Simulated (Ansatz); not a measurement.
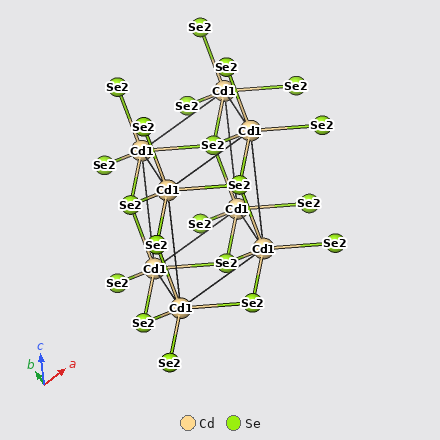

The system is CdSe (F-43m, No. 216; 2 atoms in the cell); the picture shows the reference structure. The energy is mapped over volume and the cell's shape. Coordinates scanned: (1) volume per atom; (2) length along [111] over the lengths across it, relative to the cubic cell. Nothing is relaxed (fractional coordinates fixed). The grid has 7 × 7 points. Points are written as (first, second). Energies: meV/atom, counted from the lowest grid point. Method: Ansatz 0.2.0, DFT PBEsol, scalar-relativistic, plane waves, PAW. Settings: cutoff 420 eV, k-mesh 10×10×10, gaussian smearing 0.05 eV, no spin polarisation.

Its coordinates:

```xyz
2
Lattice="0.0000 3.0413 3.0413 3.0413 0.0000 3.0413 3.0413 3.0413 0.0000" Properties=species:S:1:pos:R:3 pbc="T T T"
Cd    0.0000    0.0000    0.0000
Se    4.5620    4.5620    4.5620
```

Range: volume per atom from 23.63 to 32.63 Å³; length along [111] over the lengths across it, relative to the cubic cell from 0.886 to 1.128.

> What landscape does the calculation give?

The lowest grid point is at (28.13 Å³, 1.000). It is the only kind of minimum in the scanned range. The highest grid point, (23.63 Å³, 0.886), lies 302 meV/atom above the lowest. Round the minimum the two coordinates are nearly uncoupled.

```
second ↓, first →  23.63  25.13  26.63  28.13  29.63  31.13  32.63
            1.128    271    157     93     67     69     91    129
            1.084    212    107     51     31     38     65    107
            1.041    175     75     24      8     19     49     94
            1.000    162     64     14      0     12     43     89
            0.961    176     76     25      9     20     50     94
            0.923    221    115     58     37     44     70    112
            0.886    302    184    117     88     87    108    143
```

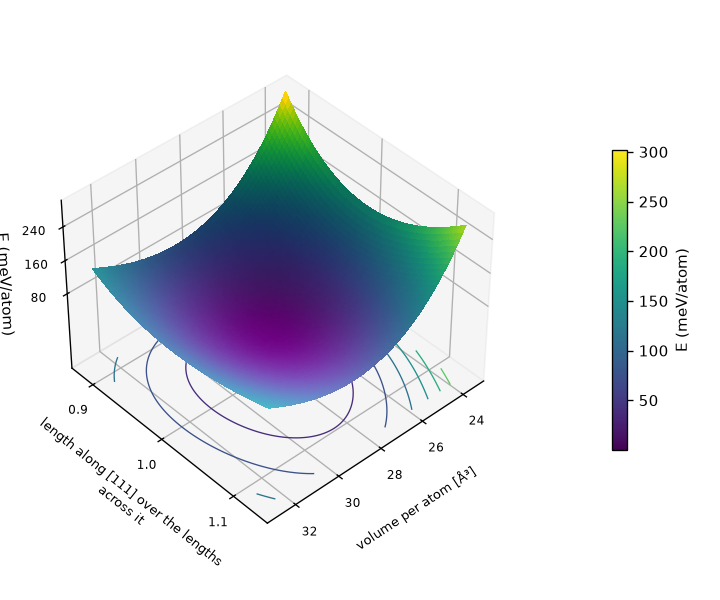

In the figure: a relief with its contours projected below. Between grid points the surface is interpolated.

Time for the 49 points that were run: 8.4 min on 1 thread of Arm Neoverse V2, with other jobs on the host.
